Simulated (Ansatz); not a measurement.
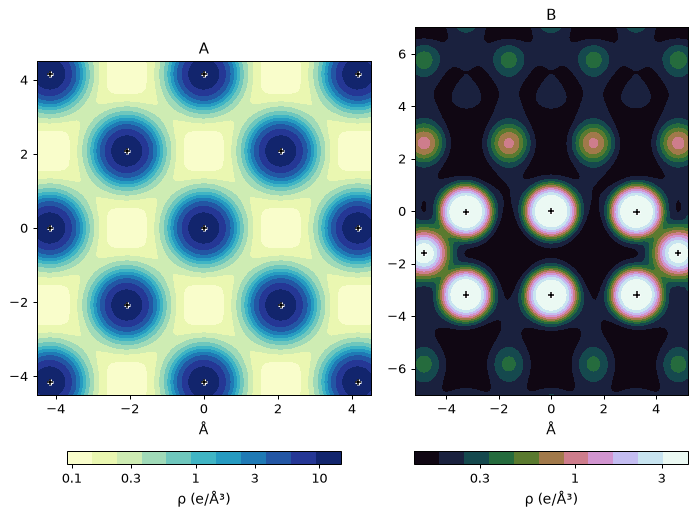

The valence charge density (pseudo) of 2 systems, each on a plane through atoms (crosses mark nuclei in the plane).

All numbers below come from DFT PBE, scalar-relativistic, plane waves, PAW (Ansatz 0.2.0).

System 1: Au, the (010) plane of the conventional cell. Space group Fm-3m; computed without spin polarisation.

System 2: Zr₃₆N (cell with a defect), the (011̄) plane of the calculation cell. Computed without spin polarisation.

```xyz
37
Lattice="4.8492 -8.3990 0.0000 4.8492 8.3990 0.0000 0.0000 0.0000 10.3382" Properties=species:S:1:pos:R:3 pbc="T T T"
Zr    3.2322   -3.7344    1.3039
Zr    3.2289   -3.7358    6.4597
Zr    1.5926   -0.9205    1.2843
Zr    1.6276   -0.9409    6.4583
Zr    4.8490   -6.5609    1.2844
Zr    4.8490   -6.5206    6.4563
Zr    4.8491   -0.9353    1.3033
Zr    4.8491   -0.9320    6.4591
Zr    3.2458    1.8727    1.3065
Zr    3.2388    1.8684    6.4576
Zr    6.4658   -3.7344    1.3039
Zr    6.4690   -3.7357    6.4596
Zr    6.4523    1.8727    1.3065
Zr    6.4595    1.8684    6.4578
Zr    4.8490    4.6493    1.3060
Zr    4.8490    4.6593    6.4586
Zr    8.1056   -0.9205    1.2844
Zr    8.0705   -0.9409    6.4585
Zr    4.8490   -4.6609    3.8764
Zr    4.8490   -4.6523    9.0275
Zr    3.2371   -1.8705    3.8756
Zr    3.2456   -1.8754    9.0275
Zr    1.6277    0.9389    3.8747
Zr    1.5928    0.9192    9.0474
Zr    6.4612   -1.8704    3.8754
Zr    6.4524   -1.8753    9.0275
Zr    4.8491    0.9276    3.8745
Zr    4.8490    0.9309    9.0306
Zr    3.2303    3.7337    3.8751
Zr    3.2322    3.7321    9.0311
Zr    8.0704    0.9389    3.8745
Zr    8.1054    0.9192    9.0475
Zr    6.4676    3.7335    3.8751
Zr    6.4658    3.7321    9.0312
Zr    4.8490    6.5182    3.8730
Zr    4.8491    6.5595    9.0476
N     4.8491    8.3980   10.3346
```

**Which map belongs to which system?**

Panel A is system 1, Au: the plane holds Au. Au–Au (2.94 Å): ρ at the midpoint is about 0.25 e/Å³. Panel B is system 2, Zr₃₆N: the plane holds Zr and N. Zr–N (2.24 Å): ρ at the midpoint is about 0.51 e/Å³.
